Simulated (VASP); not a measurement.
# SrCl$_{2}$: what the fields show

```cif
data_structure
_symmetry_space_group_name_H-M 'P 1'
_symmetry_Int_Tables_number 1
_cell_length_a 4.3857
_cell_length_b 4.4073
_cell_length_c 5.5961
_cell_angle_alpha 90.000
_cell_angle_beta 90.000
_cell_angle_gamma 119.514
_cell_volume 94.13
loop_
_atom_site_label
_atom_site_type_symbol
_atom_site_fract_x
_atom_site_fract_y
_atom_site_fract_z
_atom_site_occupancy
Sr1 Sr 0.00000 0.00000 0.00000 1
Cl1 Cl 0.33338 0.66499 0.75116 1
Cl2 Cl 0.66662 0.33501 0.24884 1
```

Space group P-1; a generated structure, not necessarily the stable one; changed on purpose from its base cell (shear xy strain +1.1%).

Level of theory: VASP 6.6.1, Kohn-Sham DFT of a periodic cell, PBE, VASP PAW PBE potentials, recommended.

The density is the valence pseudo-density of a PAW calculation; it isn't the true density close to the nuclei.

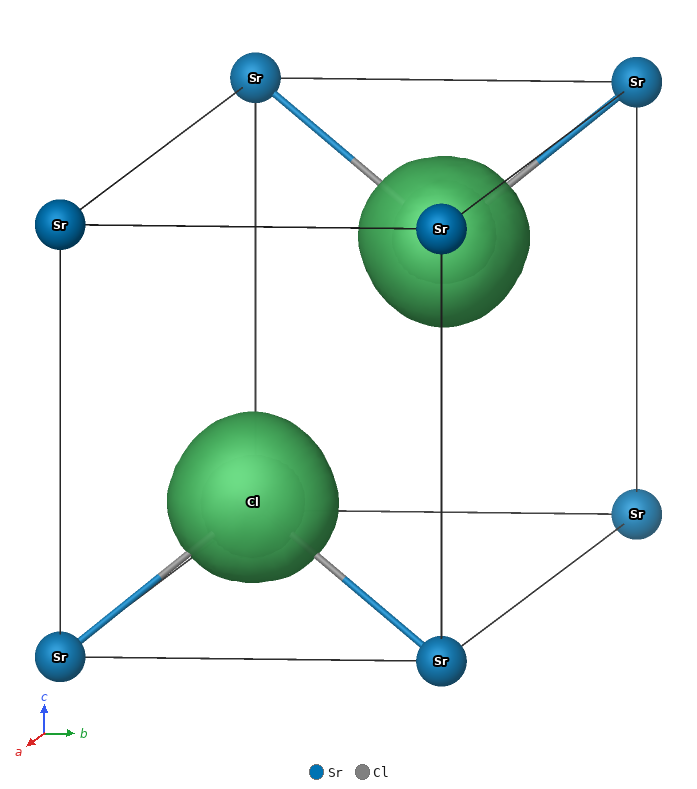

Figure 1. Isosurface of the electron localisation function at 0.85 (green), seen at an oblique angle. Only the valence region is drawn (cores and ρ < 0.01 e/Å³ removed). Sticks mark near contacts.

Identify the bonds, lone pairs and shells in this picture.

The ELF exceeds this value in two regions wrapped around Cl (the valence shell of each), counted in one cell of 3 atoms. Regions shared between cells count once. Profiles from the grid: Sr–Cl (2.90 Å): the ELF peaks at about 0.90 in the valence shell of Cl, 0.8 Å from its nucleus, and drops to about 0.10 between the two atoms (an ionic contact with no shared pair).

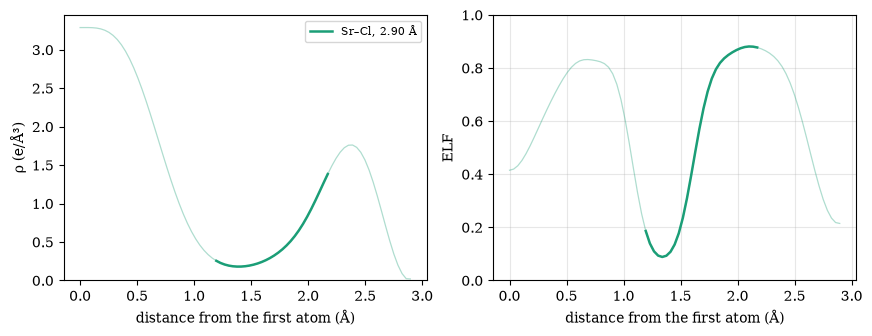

Figure 2. Valence charge density (pseudo) and ELF along straight lines between neighbouring atoms. Thin, pale parts lie inside the atomic spheres.

What can be read from the curves?

Sr–Cl (2.90 Å): ρ at the midpoint is about 0.19 e/Å³; the ELF peaks at about 0.90 in the valence shell of Cl, 0.8 Å from its nucleus, and drops to about 0.10 between the two atoms; a largely ionic contact.

Does the calculation give a band gap?

It is gapped, with a Kohn–Sham gap of 5.2 eV on the k-point mesh (the band edges may lie off the mesh, which would make the gap smaller).
